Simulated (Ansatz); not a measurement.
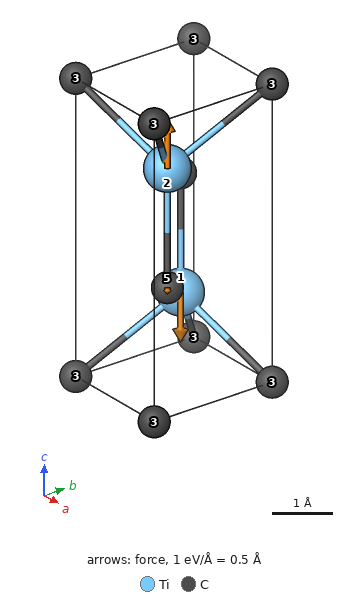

Starting geometry of solid Ti2C3 (built on the A-type sesquioxide_164 type) (coarse preliminary run) with the computed forces as orange arrows. Style: ball-and-stick. Shown: the cell of the calculation, slightly off an axis.

Case: A-type sesquioxide type (P-3m1, No. 164).

These are results of DFT r2SCAN, scalar-relativistic, plane waves, PAW (Ansatz), not measurements. Set-up: plane-wave cutoff 500 eV; k-point mesh 6 × 6 × 4; occupations gaussian; smearing width 0.1 eV; no spin polarisation; cell and atoms relaxed; force threshold 0.04 eV/Å; at most 70 steps.

> What follows when this structure is relaxed?

It isn't relaxed: the largest force vector, on Ti atoms, is 1.79 eV/Å. The final displacements follow the starting forces only in part (cosine between the two patterns 0.34). Over 11 accepted moves (14 points after the start) the energy falls by 910 meV per atom. Largest force component: 1.8 eV/Å at the start, 0.0027 eV/Å at the end. The pressure goes from 8.67 to −0.02 GPa. The line search rejected the trial step at point 7 of the run. At 2 points the geometry stayed and the basis and grid were re-selected for the new cell (energy shift of 1.3 meV per atom at most each time). The largest moves relative to the cell, 0.66 Å, are those of C atoms. By element the largest moves are C 0.66 Å, Ti 0.35 Å. The drawn cell changes as follows: a = b 3.349 → 2.872 Å (−14.2 %), c 5.211 → 6.330 Å (+21.5 %); the volume changes by −10.7 %. Among the contacts that change: C–C 2.454 → 1.738 Å, Ti–Ti 3.349 → 2.872 Å, C–Ti 2.017 → 2.375 Å, Ti–Ti 3.203 → 2.923 Å. Bond angles that change, for instance: Ti–C–Ti 112.3° → 74.4°, Ti–C–Ti 106.5° → 135.7°, Ti–C–Ti 87.4° → 91.0°. The space group stays P-3m1 (No. 164). Cost: 110 s on 1 thread of Intel(R) Xeon(R) Platinum 8259CL CPU @ 2.50GHz (Skylake/Cascade Lake) (shared host), peak memory 0.53 GiB.
